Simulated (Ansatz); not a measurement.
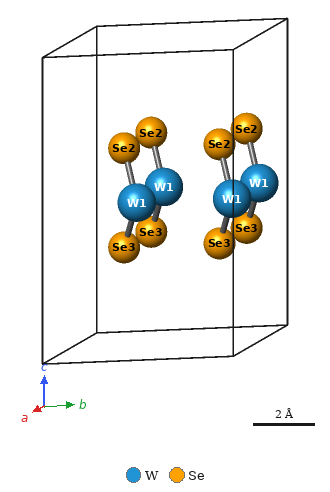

Fig. 1: The structure as given in the input (ball-and-stick view of the 2 × 2 repeat of the cell, with the vacuum cut short, seen slightly off an axis; atoms are numbered from 1 in the order of the input). An atom can appear more than once, as a periodic image.

# Run report: WSe₂, single-point calculation

WSe₂ (Pm, 3 atoms in the cell), computed with DFT PBEsol, scalar-relativistic, plane waves, PAW, PAW set soft_1, no spin polarisation (Ansatz 0.2.0).

The structure derives from a Materials Project entry. Figures and captions count atoms from 1; the log counts them from 0 in places.

## The program's output
```
Warning: [file] the record states the generating functional pbe (its physics header spells it `PBE`), which answers neither for hamiltonian.xc's functional nor for the pbesol family's — results may be inconsistent (PPs are generated against a specific XC)
Warning: [file] the record states the generating functional pbe (its physics header spells it `PBE`), which answers neither for hamiltonian.xc's functional nor for the pbesol family's — results may be inconsistent (PPs are generated against a specific XC)
Engine: ansatz 0.2.0, aarch64-unknown-linux-gnu
Pseudopotentials: kind: paw
Pseudopotential: W, paw, valence charge 14, recommended cutoff 420 eV (normal), [file]
Pseudopotential: Se, paw, valence charge 16, recommended cutoff 420 eV (normal), [file]
Functional definition: PBEsol
  exchange = pbesol_x
  correlation = pbesol_c
Crystal: 3 atoms, lattice volume = 154.308 Å³
Basis set: ecut = 420 eV, 3067 PW (Γ), exchange–correlation on 48×48×240 points (8 copies of the dense FFT grid, shifted against one another)
Bands: 28, of which v1, the nominal top of the filled ones, is band 23 counted from 1 (22 counted from 0)
Symmetry: 2 space group operations
Space group: Pm (ITA 6), of the structure as read, at distance tolerance 5.4e-5 Å
k-points: 82 of 162 (time reversal used)
Non-local potential: W, projectors of the file, l = 0: 3, l = 1: 2, l = 2: 2, l = 3: 1
Non-local potential: Se, projectors of the file, l = 0: 2, l = 1: 2, l = 2: 3, l = 3: 1
PAW form: soft (Blöchl's): semilocal exchange-correlation on the pseudo side does not see the compensation charge
PAW frozen core: W, regenerated for the run's functional, and the local potential with it (the file was generated under x = pbe(κ = 0.804, μ = 0.2195149727645171), c = pbe(β = 0.06672455060314922))
PAW frozen core: Se, regenerated for the run's functional, and the local potential with it (the file was generated under x = pbe(κ = 0.804, μ = 0.2195149727645171), c = pbe(β = 0.06672455060314922))
PAW one-centre angular grid: W, 590 points (default); XC on 64 Gauss nodes
PAW one-centre angular grid: Se, 590 points (default); XC on 64 Gauss nodes
Initial density: superposition of atomic densities (neutral atoms: chi_scale 0, normalization atom)
Initial wavefunctions: pseudopotential atomic-orbital guess
Functional: x = pbesol(κ = 0.804, μ = 0.12345679012345678), c = pbesol(β = 0.046)
SCF iter   1: F=—  HF=-21101.904087 eV  |F-HF|=—  |Δ(HF+E_count)|=         —  Δρ=3.60e-2  dr2=4.60e0  ethr=3.10e-3  ⟨swp⟩=9.0  Hψ=11794  notcnv=0
preconditioner: auto → LDOS  [metal: Δε(μ)=0.028 eV  Ē_g=9.144 eV  σ=0.050 eV  W_gap=0.30  n_scr=16 (ndim 8)  ℏωp=12.7 eV  f_vac=0.592  D(μ)=1.30/eV (n_scr^D=6)  β→1.0]
SCF iter   2: F=—  HF=-21101.590784 eV  |F-HF|=—  |Δ(HF+E_count)|=   3.13e-1  Δρ=2.92e-2  dr2=3.63e0  ethr=3.10e-3  ⟨swp⟩=4.1  Hψ=5937  notcnv=0  defer=74
SCF iter   3: F=—  HF=-21100.823122 eV  |F-HF|=—  |Δ(HF+E_count)|=   7.68e-1  Δρ=3.85e-3  dr2=6.85e-2  ethr=3.10e-3  ⟨swp⟩=4.3  Hψ=5997  notcnv=0  defer=71
SCF iter   4: F=—  HF=-21100.810425 eV  |F-HF|=—  |Δ(HF+E_count)|=   1.27e-2  Δρ=1.04e-3  dr2=1.95e-3  ethr=1.49e-4  ⟨swp⟩=2.3  Hψ=3369  notcnv=0  defer=71
SCF iter   5: F=—  HF=-21100.810463 eV  |F-HF|=—  |Δ(HF+E_count)|=   3.88e-5  Δρ=2.94e-4  dr2=1.51e-4  ethr=4.24e-6  ⟨swp⟩=3.1  Hψ=3997  notcnv=0  defer=71
SCF iter   6: F=—  HF=-21100.810519 eV  |F-HF|=—  |Δ(HF+E_count)|=   5.61e-5  Δρ=6.80e-5  dr2=5.86e-6  ethr=3.28e-7  ⟨swp⟩=2.0  Hψ=2913  notcnv=0  defer=71
SCF iter   7: F=—  HF=-21100.810483 eV  |F-HF|=—  |Δ(HF+E_count)|=   3.66e-5  Δρ=1.96e-5  dr2=6.66e-7  ethr=1.27e-8  ⟨swp⟩=2.0  Hψ=3039  notcnv=0  defer=71
SCF iter   8: F=-21100.810483 eV  HF=-21100.810483 eV  |F-HF|=5.09e-8  |Δ(HF+E_count)|=   4.75e-7  Δρ=4.73e-6  dr2=2.62e-8  ethr=2.17e-10  ⟨swp⟩=18.2  Hψ=20214  notcnv=0
SCF 1 converged in 8 iterations: F = -21100.810483 eV  dr2 = 2.62e-8
  Residual-converged pass: ⟨swp⟩=1.0  Hψ=2625  notcnv=0  max |occ|·‖R‖ = 7.1e-9 eV (tolerance 1.0e-8 eV)  dr2=2.62e-8  dr2_onsite=3.10e-9  max |Δocc| = 1.2e-10
  greatest PAW one-centre occupation: 1.000 electrons in one spin orbital (limit 2), on the Se atom at site 1 (counted from 0), in its partial waves of l = 2
```

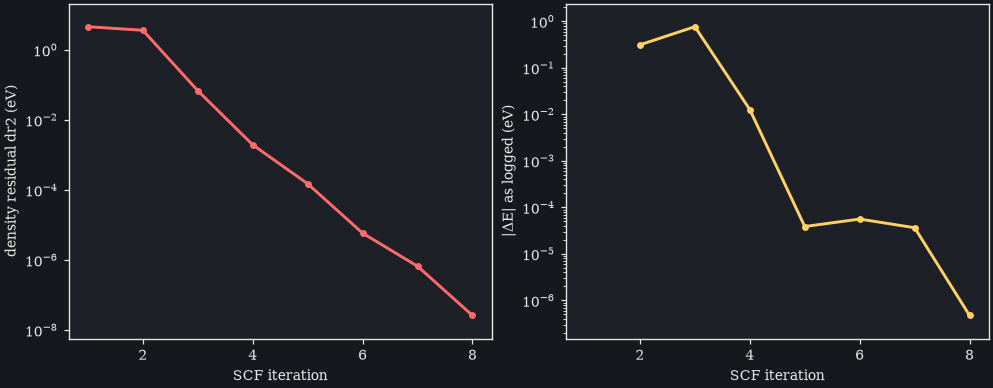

Fig. 2: Convergence of the self-consistent field: density residual dr2 and size of the energy change against the SCF iteration. The residual falls at every step.

```
WARN: The output density's exchange-correlation potential varies sharply where the density is thin. Do not read a vacuum level from v_tot or v_xc, or from such a field of the output density. On a cell that repeats whose density bears no net charge and no dipole along the vacuum's axis use v_es (v_loc + v_h of the components); under efield.dipole_correction with no amplitude use v_es + v_field, which holds any external_charges[].barrier, or the levels of the report's work_function block, which leave it out; under a non-zero efield.amplitude the vacuum is tilted and has no level; on a cell that repeats and bears such a dipole with no correction it is tilted too, and efield.dipole_correction with no amplitude gives each side of its ramp a level where efield: is served; in a cell that repeats whose density bears a net charge (total_charge, or a fill off its count) it is curved and has none; of a slab under crystal.periodic whose density bears no net charge use v_es, which has a level on each side, short of where the two are joined; of another it falls or rises all the way out and has none; of a slab beside external_charges read slab_vacuum_level instead, which it has where they leave it neutral. The grid or the basis barely resolves most such structure, and the values can differ between equally converged runs; as a rule a tighter scf.convergence.dr2_threshold does not remove it. Where the density itself ripples (under the LDA too) a higher basis.ecutwfc lessens it. The files hold the spikes' plane waves up to the density's cutoff. Files: v_tot_of_output_density and the like, and their columns of v_z.tsv (output.write_potential); v_xc_of_output_density and the like, and their columns of v_comp_z.tsv (output.write_potential_components). Measured: with its Gaussian average of σ = 0.25 Å subtracted twice, the exchange-correlation potential is over 0.1 eV at 157 of the grid points where the equally averaged density (valence and model cores) is under 1e-3 e/Å³, and 0.359 eV at the most among them, at an averaged density of 3.2e-8 e/Å³. The input density's (outcome.potential() and, of a run that writes arrays, v_tot and v_xc) is over 0.1 eV, so measured, at 124 points of its own thin density, 0.139 eV at the most. See output.write_potential in the manual, Limitations
SCF converged after 8 iterations
Free energy (F): -21100.810483 eV
Harris-Foulkes:  -21100.810483 eV  (|F-HF|=5.09e-8)
Internal energy: -21100.808892 eV  (E = F + TS)
E sigma→0 (E₀):  -21100.809688 eV
Entropy (-TS):   -0.001592 eV (-0.531 meV/atom)
Fermi energy:    2.913202 eV
--- Per-component energies (eV) ---
  E_band       = -1344.400994
  E_kinetic    = 665.736104
  E_local      = -33372.982200  (includes V_loc(G=0)·N_el)
  E_nonlocal   = -727.808132
  E_hartree    = 16525.203068
  E_xc         = -441.001598
  E_vxc        = -419.160960  (∫ρ·V_xc dr)
  E_paw        = -12623.536626  (= ΣΔE_a)
  E_vpaw       = -540.580799  (= ΣTr[D̂ρ^β])
  E_aug_tail   = -0.000601  (compensation charges beyond the density's cutoff)
  E_ewald      = 8871.342332
  E_core_change = 2.238761  (= ΣΔE_core)
  E_smearing   = -0.001592  (= −TS)
  E_closure    = 0.000000  (closes the sum)
  Σ components = -21100.810483   (vs F -21100.810483, Δ=0.00e0)
--- Forces (eV/Å), atoms counted from 1 ---
  atom   1  W     13.68934294    10.38948297     0.00000000
  atom   2  Se    -6.84466465    -5.19474013    11.77169110
  atom   3  Se    -6.84466465    -5.19474013   -11.77169110
  max |Σ_I F_I| component: 1.36e-5 eV/Å
--- Stress (GPa, compression-positive) ---
       11.268447       9.054586       0.000000
        9.054587       6.757800       0.000000
        0.000000       0.000000      40.890760
  P = ⅓ Tr σ = 19.6390 GPa (196.390 kbar)
--- Band table (eV; the first three rows and the last of 82) ---
  k-point 0: bands = ["-71.6397", "-46.0045", "-45.9551", "-45.9124", "-45.9111", "-45.9075", "-45.9068", "-45.9032", "-45.9009", "-45.8792", "-45.8755", "-36.7321", "-36.0575", "-35.5426", "-13.2190", "-11.8149", "-4.4244", "-1.9278", "-1.4506", "-0.4870", "0.6000", "0.9847", "1.0800", "4.4100", "4.5087", "4.7982", "5.2669", "6.3723"]
  k-point 1: bands = ["-71.6397", "-46.0045", "-45.9551", "-45.9124", "-45.9111", "-45.9075", "-45.9068", "-45.9032", "-45.9009", "-45.8792", "-45.8755", "-36.7321", "-36.0575", "-35.5426", "-13.2190", "-11.8149", "-4.4244", "-1.9278", "-1.4506", "-0.4870", "0.6000", "0.9847", "1.0800", "4.4109", "4.5074", "4.7982", "5.2704", "6.4168"]
  k-point 2: bands = ["-71.6384", "-46.0047", "-45.9550", "-45.9120", "-45.9107", "-45.9075", "-45.9065", "-45.9033", "-45.9009", "-45.8792", "-45.8754", "-36.7259", "-36.0764", "-35.5607", "-13.0421", "-11.7218", "-4.1898", "-2.1119", "-1.5563", "-0.8826", "-0.0816", "1.2026", "1.6044", "3.7935", "4.3409", "4.6827", "5.1046", "6.5815"]
  k-point 81: bands = ["-71.6291", "-46.0079", "-45.9531", "-45.9113", "-45.9105", "-45.9074", "-45.9055", "-45.9000", "-45.8992", "-45.8787", "-45.8746", "-36.6780", "-36.2761", "-35.6211", "-11.4032", "-11.1334", "-4.5691", "-3.0971", "-1.7924", "-1.6146", "-1.1678", "-0.6127", "1.2500", "3.8847", "4.5895", "5.2592", "6.9317", "7.3648"]
```

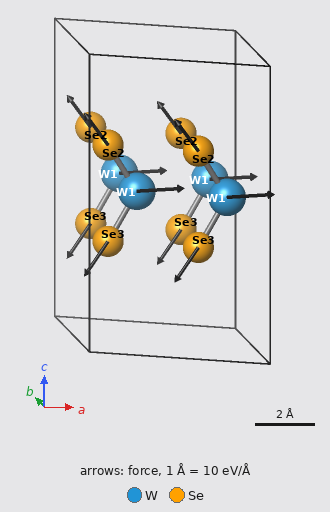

Fig. 3: Forces on the atoms as black arrows (ball-and-stick view of the 2 × 2 repeat of the cell, with the vacuum cut short, seen slightly off an axis; atoms are numbered from 1 in the order of the input). The largest act on W1 (17.19 eV/Å); Se2, Se3 (14.57 eV/Å). The geometry is not a stationary point of this energy.

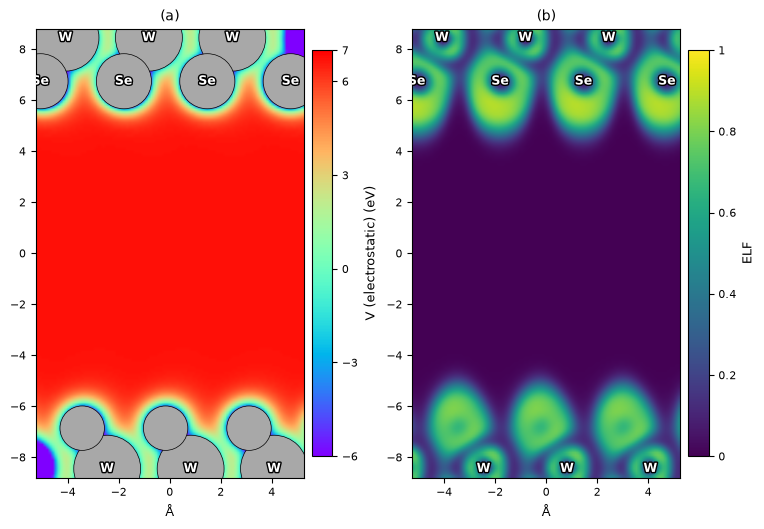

Fig. 4: (a) electrostatic potential (local pseudopotential plus Hartree) felt by an electron; (b) electron localisation function on the (011) plane of the conventional cell. Grey discs, where drawn, cover atomic cores. Atoms in the plane: W and Se. W–Se (1.97 Å): the ELF is about 0.55 at the midpoint. The strong features right at W lie inside the PAW spheres (semicore, d or f shells) and say nothing about bonding. Outside the cores the potential energy rises away from the atoms and is highest about 2.7 Å from the nearest atoms; outside the discs it spans about 12 eV, and its zero is arbitrary. In a PAW calculation such maps are meaningful between the atoms, not at the nuclei.

The run was set up as follows.

## The input
```yaml
crystal:
  lattice:
    - [3.2702124385, 0.0, 0.0]
    - [-1.6351062193, 2.8320870475, 0.0]
    - [0.0, 0.0, 16.6611438686]
  atoms:
    - { symbol: W, position: [-0.3026570408, -0.0977017992, 0.0] }
    - { symbol: Se, position: [0.3333333333, 0.6666666667, 0.1003991028] }
    - { symbol: Se, position: [0.3333333333, 0.6666666667, 0.8996008972] }
basis:
  ecutwfc: 420
kpoints:
  mp_grid: { grid: [9, 9, 2] }
hamiltonian:
  xc: pbesol
  pseudopotentials: { kind: paw, azcp: { folder: soft_1 } }
scf:
  occupations: { method: gaussian, width: 0.05 }
output:
  forces: true
  stress: true
  eigenvalues: true
  write_density: true
  write_potential: true
  elf: true
  volumetric_format: npy
```

Command:
```bash
ansatz run input.yaml --threads 2 --pin off --max-ram 4096MiB --backend cpu --events-out ev --progress --plain --runs-dir out
```

## Summary

- outcome: converged
- space group (tolerance 0.01 Å): Pm (6)
- electrons treated: 46
- free energy: −21100.8105 eV
- Fermi energy: 2.913 eV
- gap on the k-point mesh: none (metallic)
- pressure: 19.64 GPa
- largest force (length of the vector): 17.185 eV/Å
- hardware: 2 threads of Arm Neoverse N1, 98 GiB of memory available, shared host
- wall time: 37 s (CPU time 72 s)
- peak memory: 0.56 GiB

## Remarks

Warnings of the run: the PAW datasets were made with another functional; the exchange-correlation potential is rough where the density is thin. Spin–orbit coupling is left out, which matters for W.
